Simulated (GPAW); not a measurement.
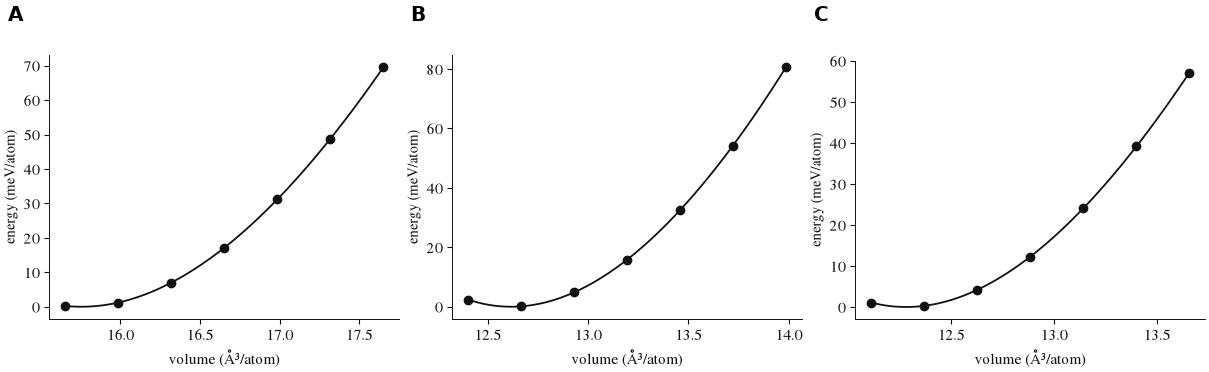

Each panel shows the energy against volume for one of these solids: Cu₂O, Pn-3m (No. 224); Ti₂C, R-3m (No. 166); TiAl, P-6m2 (No. 187).

Calculation (GPAW 26.7.0): PAW DFT in plane waves, on a grid or in atomic orbitals, no spin polarisation; energies at scaled volumes of the given cell, shape and fractions fixed, counted from the fit's minimum, third-order Birch-Murnaghan fit. Level: LDA.

Question: Which panel belongs to which solid?

Answer: A is TiAl (energy from 0.24 meV/atom to 69.55 meV/atom, V0 15.76 Å³/atom, B0 118 GPa); B is Ti₂C (energy from 0.13 meV/atom to 80.61 meV/atom, V0 12.62 Å³/atom, B0 207 GPa); C is Cu₂O (energy from 0.28 meV/atom to 57.15 meV/atom, V0 12.28 Å³/atom, B0 145 GPa).

For Ti₂C, limits of the calculation: shape and atomic fractions are frozen while scaling, which makes layered, chain and framework solids too stiff.

For TiAl, limits of the calculation: shape and atomic fractions are frozen while scaling, which makes layered, chain and framework solids too stiff.
